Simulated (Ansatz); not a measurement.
# EuO: band-structure calculation (part 1 of 4)

The run: band-structure calculation of EuO (slab, 8 atoms in the cell). Method and program: DFT PBE, spin-orbit coupling, plane waves, PAW (Ansatz 0.2.0).

It belongs to a series of runs on one base structure; here: bands of the relaxed slab with spin-orbit coupling. Figures and captions count atoms from 1; the log counts them from 0 in places.

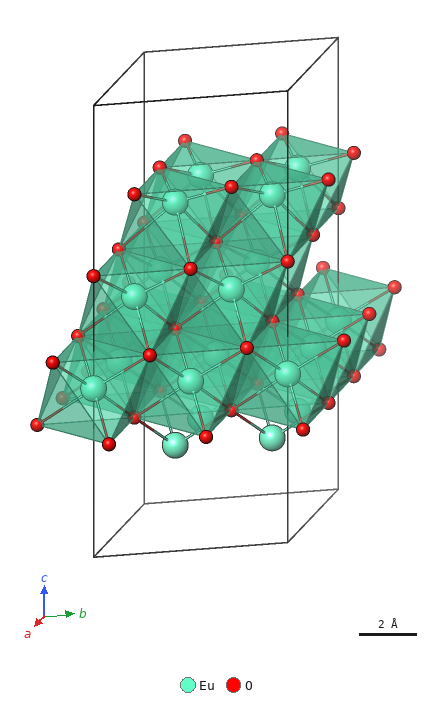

Fig. 1: The structure (polyhedral view of the 2 × 2 repeat of the cell, with the vacuum cut short, seen slightly off an axis; polyhedra are completed across the faces of the cell).

Input file
```yaml
crystal:
  lattice:
    - [3.5788398331, 0.0, 0.0]
    - [-1.7894199165, 3.0993662115, 0.0]
    - [0.0, 0.0, 25.2273867059]
  atoms:
    - { symbol: Eu, position: [0.3333333333, 0.6666666667, 0.2999335009], spin: 7.4, spin_axis: [0.0, 0.0, 1.0] }
    - { symbol: O, position: [0.6666666667, 0.3333333333, 0.3570890796] }
    - { symbol: Eu, position: [0.0, 0.0, 0.4161669834], spin: 7.19, spin_axis: [0.0, 0.0, 1.0] }
    - { symbol: O, position: [0.3333333333, 0.6666666667, 0.4708420394] }
    - { symbol: Eu, position: [0.6666666667, 0.3333333333, 0.5344792269], spin: 7.05, spin_axis: [0.0, 0.0, 1.0] }
    - { symbol: O, position: [0.0, 0.0, 0.5809497781] }
    - { symbol: Eu, position: [0.3333333333, 0.6666666667, 0.656219996], spin: 6.72, spin_axis: [0.0, 0.0, 1.0] }
    - { symbol: O, position: [0.6666666667, 0.3333333333, 0.6843193957] }
basis:
  ecutwfc: 420
kpoints:
  mp_grid: { grid: [12, 12, 1] }
  band_path:
    path:
      - [0.5, 0, 0]
      - [0, 0, 0]
      - [0.3333333333333, 0.3333333333333, 0]
      - [0.5, 0, 0]
    npoints: 12
hamiltonian:
  xc: pbe
scf:
  occupations: { method: gaussian, width: 0.1 }
  lower_state_search: "off"
  n_extra_bands: 84
output:
  forces: true
  eigenvalues: true
  hubbard: { sites: [{ species: Eu, l: f }] }
  populations: true
  fatbands: true
  write_density: true
  write_potential: true
  elf: true
  volumetric_format: npy
magnetization:
  noncollinear: true
  spin_orbit: true
efield:
  axis: 3
  dipole_correction: true
  ramp_width: 0.04
checkpoint:
  read: start.run
  write: ck
  compress: false
  write_wavefunctions: false
  write_every: 100000
```

Run on 4 threads of Intel Xeon @ 2.50GHz (Skylake/Cascade Lake), 189 GiB of memory available, shared host.

Launched with:
```bash
ansatz run input.yaml --threads 4 --pin off --max-ram 10240MiB --backend cpu --events-out ev --progress --plain --runs-dir out
```

Output
```
Warning: efield: disabling space-group detection — the sawtooth potential, wherever it has a slope (no amplitude and no dipole across the cell leave it none), breaks every operation that moves the coordinate along the field axis, and those that it keeps are not imposed on two spinor components where a moment can enter (seeded, constrained, or read by mr2scan with spin–orbit coupling or by a Hubbard correction), nor there under a hybrid functional, where no run under them has been held to one under none, nor there where the detection refuses the deck (like atoms that crystal.symmetry.tolerance does not tell apart, operations that form no group, a structure that its move would spoil, a tolerance too loose for a repeat), nor on a spin-polarised hybrid, whose state can break them (where no other of these grounds stands, crystal.symmetry.detect: true holds it to them), nor beside scf.occupations.excite or an explicit table, which fill single k-points, nor beside output.local_orbitals without kmesh, for which no test has compared a run under them with one under none, nor beside an entry of hamiltonian.hubbard.sites by site:, which can tell an atom from its like (by species: it cannot), so the full k-mesh is solved, and no spatial operation symmetrises the density, except that the density of a phonon batch's undisplaced supercell is averaged over the supercell's own translations
Warning: checkpoint.read: spin treatment differs: saved collinear, current noncollinear; the saved charge density seeds this run and the saved magnetisation is carried along the axis that this deck's starting moments share; the saved density holds an absolute magnetisation of 2.8e1 μB; saved orbitals and DFT+U occupations are not carried; the saved PAW projector densities are carried along that axis
Warning: checkpoint.read: the saved run's efield ramp began at efield.ramp_position = 0.980000, but the saved density leaves too little vacuum round it, so this run places its ramp from its own atoms (work_function.ramp_position in the report). The Fermi level and the eigenvalues can then be counted from another zero than the saved run's; to compare levels, type one efield.ramp_position in both inputs.
Eu: projections on atomic orbitals take those of the free atom [Kr 4d10] 4f7 5s2 5p6 5d0 6s2, of charge +0.00 (hamiltonian.pseudopotentials.projection_atoms); the dataset's partial waves leave at most 9.9e-4 of an orbital's norm unspanned inside its sphere
scf.n_extra_bands = 84 over 92 filled bands (N_el = 92.0): the run solves 176 bands
Engine: ansatz 0.2.0, x86_64-unknown-linux-gnu
Pseudopotentials: kind: paw_fr
Pseudopotential: Eu, paw_fr, valence charge 17, recommended cutoff 420 eV (normal), Eu.paw.azcp#standard-fr
Pseudopotential: O, paw_fr, valence charge 6, recommended cutoff 420 eV (normal), O.paw.azcp#standard-fr
Functional definition: PBE
  parameter kappa = 0.804
  parameter beta = 0.06672455060314922
  exchange = pbe_x(kappa = kappa, mu = beta*pi^2/3)
  correlation = pbe_c(beta = beta)
Crystal: 8 atoms, lattice volume = 279.826 Å³
Basis set: ecut = 420 eV, 5371 PW (Γ), exchange–correlation on 48×48×360 points (8 copies of the dense FFT grid, shifted against one another)
Bands: 176, of which v1, the nominal top of the filled ones, is band 92 counted from 1 (91 counted from 0)
Symmetry: 1 space group operations
k-points: 144
Projection manifold: j_resolved (fully-relativistic pseudo-atomic orbitals)
Non-local potential: Eu, projectors of the file, l = 0: 3, l = 1: 4, l = 2: 4, l = 3: 6
Non-local potential: O, projectors of the file, l = 0: 2, l = 1: 4, l = 2: 2
PAW form: soft (Blöchl's): semilocal exchange-correlation on the pseudo side does not see the compensation charge
PAW one-centre angular grid: Eu, 590 points (default); XC on 64 Gauss nodes
PAW one-centre angular grid: O, 110 points (default); XC on 64 Gauss nodes
Initial density: read from a saved state, or passed on in memory by an earlier SCF of this step, an earlier step, the calling program or the single point that the run made first
Starting moments: Σ|m| = 28.36 μB on 4 of 8 sites; this step starts from the density that it was given
Initial wavefunctions: pseudopotential atomic-orbital guess
Functional: x = pbe(κ = 0.804, μ = 0.2195149727645171), c = pbe(β = 0.06672455060314922)
iter 1 solved again at ethr=7.13e-4 eV; its pass at ethr=3.10e-3 eV (dr2=6.56e-1 eV) is discarded
```
